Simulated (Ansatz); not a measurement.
# What a change does: single-point calculation on SnO$_{2}$

System: SnO$_{2}$ (P4₂/mnm, 6 atoms in the cell).
Method of run 1: DFT, r2SCAN, plane waves, PAW, no spin polarisation (Ansatz 0.2.0).

The structure derives from an entry of the Crystallography Open Database. Text and figures count atoms from 1; the logs count them from 0 in places.

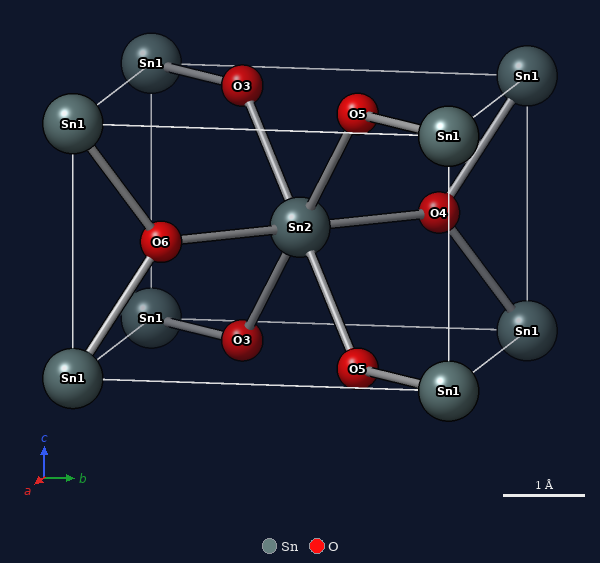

**Figure 1.** The input geometry (ball-and-stick view of the cell of the calculation, seen slightly off an axis; atoms are numbered from 1 in the order of the input). Near neighbours in the crystal (not all of them lie inside the picture): Sn has 6 O at 2.06 to 2.07 Å; O has 3 Sn at 2.06 to 2.07 Å.

**Input, run 1**
```yaml
crystal:
  lattice:
    - [4.7599425472, 0.0, 0.0]
    - [0.0, 4.7599425472, 0.0]
    - [0.0, 0.0, 3.2008135226]
  atoms:
    - { symbol: Sn, position: [0.0, 0.0, 0.0] }
    - { symbol: Sn, position: [0.5, 0.5, 0.5] }
    - { symbol: O, position: [0.3059109373, 0.3059109373, 0.0] }
    - { symbol: O, position: [0.1940890627, 0.8059109373, 0.5] }
    - { symbol: O, position: [0.6940890627, 0.6940890627, 0.0] }
    - { symbol: O, position: [0.8059109373, 0.1940890627, 0.5] }
basis:
  ecutwfc: 500
kpoints:
  mp_grid: { grid: [6, 6, 8] }
hamiltonian:
  xc: r2scan
scf:
  occupations: { method: gaussian, width: 0.02 }
  eigensolver: { kind: davidson }
output:
  forces: true
  eigenvalues: true
  stress: true
```

Command:
```bash
ansatz run input.yaml --threads 2 --pin off --max-ram 5120MiB --backend cpu --events-out ev --progress --plain --runs-dir out
```

Hardware: 2 threads of Arm Neoverse V1, 24 GiB of memory available, shared host.

**Output, shortened to warnings, some set-up lines, iterations and results (run 1)**
```
Basis set: ecut = 500 eV, 1867 PW (Γ), exchange–correlation on 144×144×96 points (64 copies of the dense FFT grid, shifted against one another)
Symmetry: 16 space group operations
k-points: 50 of 288
Initial density: superposition of atomic densities (neutral atoms: chi_scale 0, normalization atom), corrected by the library's trained network
[...]
SCF iter   1: F=—  HF=-14352.323340 eV  |F-HF|=—  |Δ(HF+E_count)|=         —  Δρ=1.03e-2  dr2=5.65e-2  dr2_τ=2.69e-1  ethr=1.77e-3  ⟨swp⟩=7.0  Hψ=7453  notcnv=0
SCF iter   2: F=—  HF=-14352.428678 eV  |F-HF|=—  |Δ(HF+E_count)|=   1.05e-1  Δρ=6.04e-3  dr2=1.49e-2  dr2_τ=9.90e-4  ethr=1.09e-4  ⟨swp⟩=5.1  Hψ=4544  notcnv=0  defer=109
SCF iter   3: F=—  HF=-14352.427854 eV  |F-HF|=—  |Δ(HF+E_count)|=   8.24e-4  Δρ=8.20e-4  dr2=3.44e-4  dr2_τ=6.96e-5  ethr=7.85e-7  ⟨swp⟩=4.2  Hψ=7242  notcnv=0  defer=1
SCF iter   4: F=—  HF=-14352.427947 eV  |F-HF|=—  |Δ(HF+E_count)|=   9.37e-5  Δρ=1.66e-4  dr2=1.71e-5  dr2_τ=1.11e-6  ethr=6.62e-7  ⟨swp⟩=3.0  Hψ=3004  notcnv=0
SCF iter   5: F=—  HF=-14352.427959 eV  |F-HF|=—  |Δ(HF+E_count)|=   1.14e-5  Δρ=7.24e-5  dr2=2.93e-6  dr2_τ=2.49e-7  ethr=3.28e-8  ⟨swp⟩=4.0  Hψ=4558  notcnv=0
SCF iter   6: F=—  HF=-14352.427958 eV  |F-HF|=—  |Δ(HF+E_count)|=   9.94e-7  Δρ=1.95e-5  dr2=1.74e-7  dr2_τ=8.29e-9  ethr=5.64e-9  ⟨swp⟩=3.4  Hψ=3985  notcnv=0
SCF iter   7: F=-14352.427958 eV  HF=-14352.427958 eV  |F-HF|=4.73e-9  |Δ(HF+E_count)|=   7.92e-8  Δρ=8.39e-6  dr2=3.37e-8  dr2_τ=3.17e-9  ethr=3.36e-10  ⟨swp⟩=3.2  Hψ=3527  …
SCF 1 converged in 7 iterations: F = -14352.427958 eV  dr2 = 3.37e-8
  Residual-converged pass: ⟨swp⟩=4.0  Hψ=3927  notcnv=0  max |occ|·‖R‖ = 6.6e-6 eV (tolerance 6.7e-6 eV)  dr2=3.34e-8  dr2_τ=3.07e-9  dr2_onsite=7.30e-9  max |Δocc| = 0.0e0
SCF converged after 7 iterations
Free energy (F): -14352.427958 eV
Harris-Foulkes:  -14352.427958 eV  (|F-HF|=4.73e-9)
Internal energy: -14352.427958 eV  (E = F + TS)
E sigma→0 (E₀):  -14352.427958 eV
Fermi energy:    9.764681 eV
--- Per-component energies (eV) ---
  E_band       = -164.946108
  E_kinetic    = 1085.741565
  E_local      = -2885.538934  (includes V_loc(G=0)·N_el)
  E_nonlocal   = 131.539287
  E_hartree    = 1502.077746
  E_xc         = -1035.811456
  E_vxc        = -622.679649  (∫ρ·V_xc dr)
  E_paw        = -8986.291708  (= ΣΔE_a)
  E_vpaw       = -917.473925  (= ΣTr[D̂ρ^β])
  E_aug_tail   = 0.003909  (compensation charges beyond the density's cutoff)
  E_vtau       = 39.296963  (kinetic-family band-sum trace: ∫τ·v_τ [+ j·A + Jᵃ·Aᵃ] dr)
  E_ewald      = -4165.491244
  E_core_change = 1.342876  (= ΣΔE_core)
  E_smearing   = -0.000000  (= −TS)
  E_closure    = -0.000000  (closes the sum)
  Σ components = -14352.427958   (vs F -14352.427958, Δ=0.00e0)
--- Forces (eV/Å), atoms counted from 1 ---
  atom   1  Sn     0.00000000    -0.00000000     0.00000000
  atom   2  Sn     0.00000000    -0.00000000    -0.00000000
  atom   3  O     -0.00001765    -0.00001765     0.00000000
  atom   4  O      0.00001765    -0.00001765    -0.00000000
  atom   5  O      0.00001765     0.00001765    -0.00000000
  atom   6  O     -0.00001765     0.00001765     0.00000000
  max |Σ_I F_I| component: 1.18e-29 eV/Å
--- Stress (GPa, compression-positive) ---
       -0.002497       0.000000       0.000000
        0.000000      -0.002497       0.000000
        0.000000       0.000000      -0.006390
  P = ⅓ Tr σ = -0.0038 GPa (-0.038 kbar)
```

The input of run 2 differs as follows (lines with − go, lines with + come):
```diff
-    - [4.7599425472, 0.0, 0.0]
-    - [0.0, 4.7599425472, 0.0]
-    - [0.0, 0.0, 3.2008135226]
+    - [4.8782073267, 0.0, 0.0]
+    - [0.0, 4.8782073267, 0.0]
+    - [0.0, 0.0, 3.2303468176]
-    - { symbol: O, position: [0.3059109373, 0.3059109373, 0.0] }
-    - { symbol: O, position: [0.1940890627, 0.8059109373, 0.5] }
-    - { symbol: O, position: [0.6940890627, 0.6940890627, 0.0] }
-    - { symbol: O, position: [0.8059109373, 0.1940890627, 0.5] }
+    - { symbol: O, position: [0.3074012396, 0.3074012396, 0.0] }
+    - { symbol: O, position: [0.1925987604, 0.8074012396, 0.5] }
+    - { symbol: O, position: [0.6925987604, 0.6925987604, 0.0] }
+    - { symbol: O, position: [0.8074012396, 0.1925987604, 0.5] }
-  xc: r2scan
+  xc: pbesol
-  eigensolver: { kind: davidson }
```

Predict how the results change.

The total energies belong to different methods, so their difference says nothing on which is more stable or more accurate. The gap on the mesh goes from 1.77 to 0.46 eV. The pressure goes from 0.00 to −8.15 GPa. The volume per atom goes from 12.09 to 12.81 Å³. The functional changes from r2SCAN to PBEsol. The SCF takes 6 iterations against 7. The plane waves at Γ go from 1867 to 1947. On the same kind of shared host run 2 took about 0.41 times as long.

**Output, shortened to warnings, some set-up lines, iterations and results (run 2)**
```
Basis set: ecut = 500 eV, 1947 PW (Γ), exchange–correlation on 72×72×48 points (8 copies of the dense FFT grid, shifted against one another)
Symmetry: 16 space group operations
k-points: 50 of 288
Initial density: superposition of atomic densities (neutral atoms: chi_scale 0, normalization atom), corrected by the library's trained network
[...]
SCF iter   1: F=—  HF=-14143.044025 eV  |F-HF|=—  |Δ(HF+E_count)|=         —  Δρ=1.59e-2  dr2=1.60e-1  ethr=1.77e-3  ⟨swp⟩=6.4  Hψ=7159  notcnv=0  defer=1
SCF iter   2: F=—  HF=-14143.000108 eV  |F-HF|=—  |Δ(HF+E_count)|=   4.39e-2  Δρ=2.85e-3  dr2=2.57e-3  ethr=3.08e-4  ⟨swp⟩=2.1  Hψ=2686  notcnv=0  defer=90
SCF iter   3: F=—  HF=-14142.999597 eV  |F-HF|=—  |Δ(HF+E_count)|=   5.11e-4  Δρ=1.24e-3  dr2=7.34e-4  ethr=4.95e-6  ⟨swp⟩=2.1  Hψ=2964  notcnv=0  defer=40
SCF iter   4: F=—  HF=-14142.999639 eV  |F-HF|=—  |Δ(HF+E_count)|=   4.20e-5  Δρ=3.87e-4  dr2=9.90e-5  ethr=1.41e-6  ⟨swp⟩=2.0  Hψ=2190  notcnv=0  defer=40
SCF iter   5: F=—  HF=-14142.999511 eV  |F-HF|=—  |Δ(HF+E_count)|=   1.28e-4  Δρ=5.65e-5  dr2=3.18e-6  ethr=1.90e-7  ⟨swp⟩=2.6  Hψ=2848  notcnv=0  defer=40
SCF iter   6: F=-14142.999514 eV  HF=-14142.999514 eV  |F-HF|=3.24e-8  |Δ(HF+E_count)|=   2.88e-6  Δρ=6.83e-6  dr2=5.06e-8  ethr=1.92e-10  ⟨swp⟩=8.1  Hψ=7758  notcnv=0
SCF 1 converged in 6 iterations: F = -14142.999514 eV  dr2 = 5.06e-8
SCF converged after 6 iterations
Free energy (F): -14142.999514 eV
Harris-Foulkes:  -14142.999514 eV  (|F-HF|=3.24e-8)
Internal energy: -14142.999514 eV  (E = F + TS)
E sigma→0 (E₀):  -14142.999514 eV
Fermi energy:    8.573075 eV
--- Per-component energies (eV) ---
  E_band       = -174.425198
  E_kinetic    = 1072.438207
  E_local      = -3010.147432  (includes V_loc(G=0)·N_el)
  E_nonlocal   = 138.754457
  E_hartree    = 1534.896501
  E_xc         = -1041.797407
  E_vxc        = -559.141230  (∫ρ·V_xc dr)
  E_paw        = -8761.561074  (= ΣΔE_a)
  E_vpaw       = -886.134597  (= ΣTr[D̂ρ^β])
  E_aug_tail   = 0.003918  (compensation charges beyond the density's cutoff)
  E_ewald      = -4076.297516
  E_core_change = 0.710831  (= ΣΔE_core)
  E_smearing   = -0.000000  (= −TS)
  E_closure    = -0.000000  (closes the sum)
  Σ components = -14142.999514   (vs F -14142.999514, Δ=0.00e0)
--- Forces (eV/Å), atoms counted from 1 ---
  atom   1  Sn     0.00000000    -0.00000000     0.00000000
  atom   2  Sn     0.00000000    -0.00000000    -0.00000000
  atom   3  O      0.01077053     0.01077053     0.00000000
  atom   4  O     -0.01077053     0.01077053    -0.00000000
  atom   5  O     -0.01077053    -0.01077053    -0.00000000
  atom   6  O      0.01077053    -0.01077053     0.00000000
  max |Σ_I F_I| component: 5.20e-18 eV/Å
--- Stress (GPa, compression-positive) ---
       -8.317823       0.000000       0.000000
        0.000000      -8.317823       0.000000
        0.000000       0.000000      -7.814270
  P = ⅓ Tr σ = -8.1500 GPa (-81.500 kbar)
```

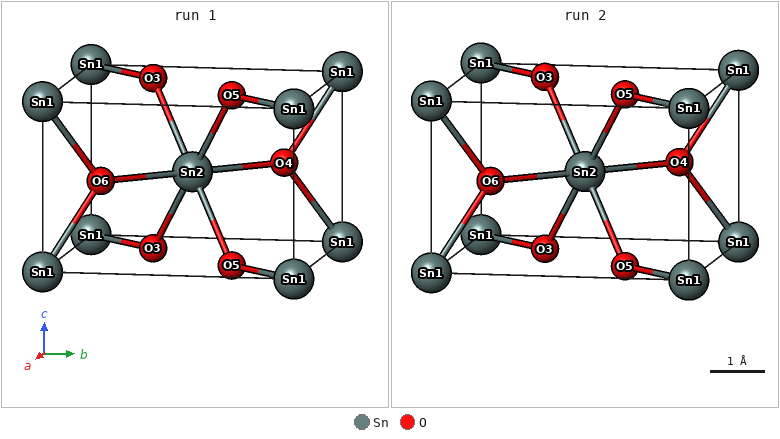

**Figure 2.** The two input geometries at one scale (ball-and-stick view of the cell of the calculation, seen slightly off an axis). The largest moves relative to the cell, 0.010 Å, are those of O3, O4, O5 and O6. Sn stays in place. (The mean shift of all atoms is removed.) The drawn cell changes as follows: a = b 4.760 → 4.878 Å (+2.5 %), c 3.201 → 3.230 Å (+0.9 %); the volume changes by +6.0 %. Among the contacts that change: Sn1–O3 2.059 → 2.121 Å, Sn1–O4 2.066 → 2.091 Å.

**The two runs side by side**

| quantity | run 1 | run 2 |
| --- | --- | --- |
| outcome | converged | converged |
| free energy per atom (eV) | −2392.0713 | −2357.1666 |
| gap on the mesh (eV) | 1.77 | 0.46 |
| pressure (GPa) | 0.00 | −8.15 |
| volume per atom (Å³) | 12.09 | 12.81 |
| largest force (eV/Å) | 0.000 | 0.015 |
| SCF iterations | 7 | 6 |
| irreducible k-points | 50 | 50 |
| plane waves at Γ | 1867 | 1947 |
| wall time (shared host) | 11 s | 4.6 s |

For run 2: The cell is under a tension of 8.1 GPa at this level, so it is not at its equilibrium volume.
